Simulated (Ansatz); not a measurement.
**Energy of Al along an even scaling of the cell**

System: Al (Im-3m, 1 atom in the cell).
Method: DFT, PBEsol, plane waves (420 eV) with PAW, scalar-relativistic, no spin polarisation (Ansatz 0.2.0).

The 5 runs differ only in the geometry, by an even scaling of the cell at fixed fractional positions.

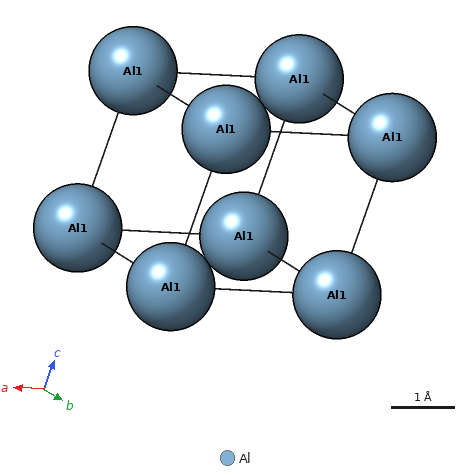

Figure 1. The structure of run 3 (spheres-only view of the cell of the calculation, seen at an oblique angle; atoms are numbered from 1 in the order of the input).

**Input of run 3**
```yaml
crystal:
  lattice:
    - [-1.5853569702, 1.5853569702, 1.5853569702]
    - [1.5853569702, -1.5853569702, 1.5853569702]
    - [1.5853569702, 1.5853569702, -1.5853569702]
  atoms:
    - { symbol: Al, position: [0.0, 0.0, 0.0] }
hamiltonian:
  xc: pbesol
  pseudopotentials:
    kind: paw
    azcp:
      Al: "pseudopotentials/Al.paw.azcp"
basis:
  ecutwfc: 420
  fft_grid_basis: typed
kpoints:
  mp_grid: { grid: [15, 15, 15], shift: [0, 0, 0] }
magnetization:
  spin_polarized: false
scf:
  occupations: { method: fermi_dirac, width: 0.1 }
  lower_state_search: "off"
output:
  stress: true
```

Run 2 differs from it as follows:
```diff
-    - [-1.5853569702, 1.5853569702, 1.5853569702]
-    - [1.5853569702, -1.5853569702, 1.5853569702]
-    - [1.5853569702, 1.5853569702, -1.5853569702]
+    - [-1.5630250241, 1.5630250241, 1.5630250241]
+    - [1.5630250241, -1.5630250241, 1.5630250241]
+    - [1.5630250241, 1.5630250241, -1.5630250241]
```

**Results, with one run withheld**

```csv
run,volume per atom (Å³),"free energy per atom, from the lowest run given (meV)",pressure (GPa)
1,14.610,60.52,12.14
2,15.274,?,?
3,15.938,0.00,3.12
4,17.931,15.91,−4.82
5,18.595,39.52,−6.51
```

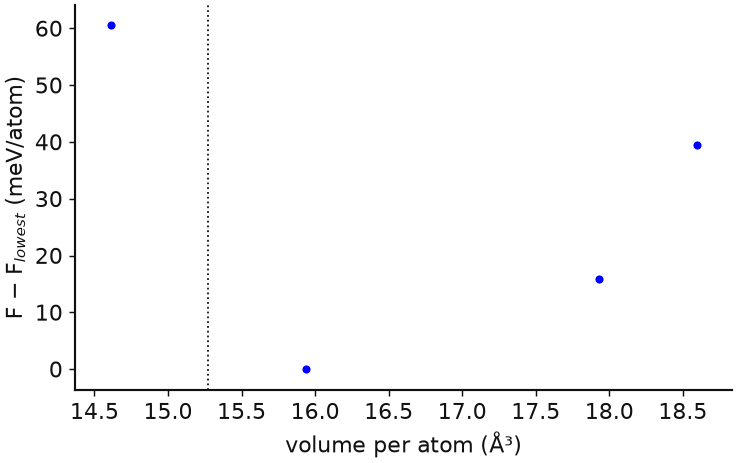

Figure 2. Free energy per atom of the runs given; the dotted line marks run 2.

Fit the runs given and predict run 2.

A quadratic polynomial in V^(−2/3) (the Birch–Murnaghan form), fitted to the 4 runs given, misses them by at most 0.24 meV per atom. With x = V^(−2/3) − 0.15342 Å⁻², it reads F = −6.0755 − 231.41 x + 3.6074e+05 x² (meV per atom). At run 2 it gives 21.20 meV per atom, and the run itself gives 20.95. The slope of the fit gives a pressure −dF/dV of 7.13 GPa there, and the run prints 7.14 GPa. The fit has its minimum at 16.589 Å³ per atom, where V d²F/dV² gives 73.2 GPa: the bulk modulus at this level, since symmetry fixes the shape and the positions.

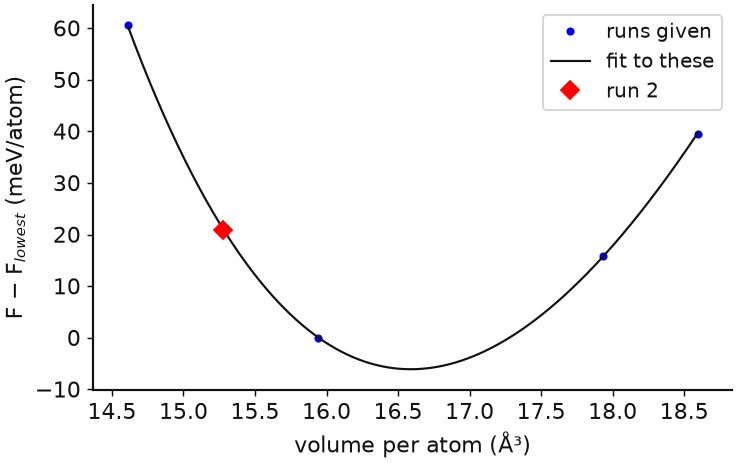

Figure 3. The fit and the withheld run.

**Output, shortened to warnings, some set-up lines, iterations and results (run 2)**
```
Warning: [file] the record states the generating functional pbe (its physics header spells it `PBE`), which answers neither for hamiltonian.xc's functional nor for the pbesol family's — results may be inconsistent (PPs are generated against a specific XC)
Basis set: ecut = 420 eV, 321 PW (Γ)
Symmetry: 48 space group operations
k-points: 120 of 3375
Initial density: superposition of atomic densities (neutral atoms: chi_scale 0, normalization atom), corrected by the library's trained network
[...]
SCF iter   1: F=—  HF=-524.431196 eV  |F-HF|=—  |Δ(HF+E_count)|=         —  Δρ=4.46e-4  dr2=4.66e-6  ethr=1.77e-3  ⟨swp⟩=4.6  Hψ=6316  notcnv=0
SCF iter   2: F=—  HF=-524.431193 eV  |F-HF|=—  |Δ(HF+E_count)|=   2.72e-6  Δρ=2.26e-4  dr2=1.25e-6  ethr=1.55e-7  ⟨swp⟩=2.0  Hψ=1859  notcnv=0
SCF iter   3: F=-524.431194 eV  HF=-524.431194 eV  |F-HF|=4.13e-9  |Δ(HF+E_count)|=   1.18e-6  Δρ=7.97e-6  dr2=7.17e-9  ethr=4.16e-8  ⟨swp⟩=2.2  Hψ=874  notcnv=0
SCF iter   4: F=-524.431194 eV  HF=-524.431194 eV  |F-HF|=2.68e-10  |Δ(HF+E_count)|=   3.48e-9  Δρ=1.69e-6  dr2=3.04e-10  ethr=2.39e-10  ⟨swp⟩=1.1  Hψ=719  notcnv=0
SCF iter   5: F=-524.431194 eV  HF=-524.431194 eV  |F-HF|=2.84e-12  |Δ(HF+E_count)|=  2.51e-10  Δρ=9.83e-8  dr2=7.36e-13  ethr=1.01e-11  ⟨swp⟩=1.4  Hψ=748  notcnv=0
SCF iter   6: F=-524.431194 eV  HF=-524.431194 eV  |F-HF|=1.14e-13  |Δ(HF+E_count)|=  2.61e-12  Δρ=5.18e-9  dr2=1.48e-15  ethr=1.00e-12  ⟨swp⟩=1.0  Hψ=1746  notcnv=0
SCF 1 converged in 6 iterations: F = -524.431194 eV  dr2 = 1.48e-15
SCF converged after 6 iterations
Free energy (F): -524.431194 eV
Harris-Foulkes:  -524.431194 eV  (|F-HF|=1.14e-13)
Internal energy: -524.418169 eV  (E = F + TS)
E sigma→0 (E₀):  -524.424681 eV
Entropy (-TS):   -0.013026 eV (-13.026 meV/atom)
Fermi energy:    8.719060 eV
--- Per-component energies (eV) ---
  E_band       = 12.302882
  E_kinetic    = 23.977026
  E_local      = 11.006886  (includes V_loc(G=0)·N_el)
  E_nonlocal   = 10.703081
  E_hartree    = 0.083992
  E_xc         = -39.922240
  E_vxc        = -29.807091  (∫ρ·V_xc dr)
  E_paw        = -454.850110  (= ΣΔE_a)
  E_vpaw       = -3.745000  (= ΣTr[D̂ρ^β])
  E_aug_tail   = -0.000002  (compensation charges beyond the density's cutoff)
  E_ewald      = -75.435939
  E_core_change = 0.019139  (= ΣΔE_core)
  E_smearing   = -0.013026  (= −TS)
  E_closure    = 0.000000  (closes the sum)
  Σ components = -524.431194   (vs F -524.431194, Δ=0.00e0)
--- Stress (GPa, compression-positive) ---
        7.138042      -0.000000       0.000000
       -0.000000       7.138042       0.000000
        0.000000       0.000000       7.138042
  P = ⅓ Tr σ = 7.1380 GPa (71.380 kbar)
```

Warnings of the run: the PAW datasets were made with another functional.
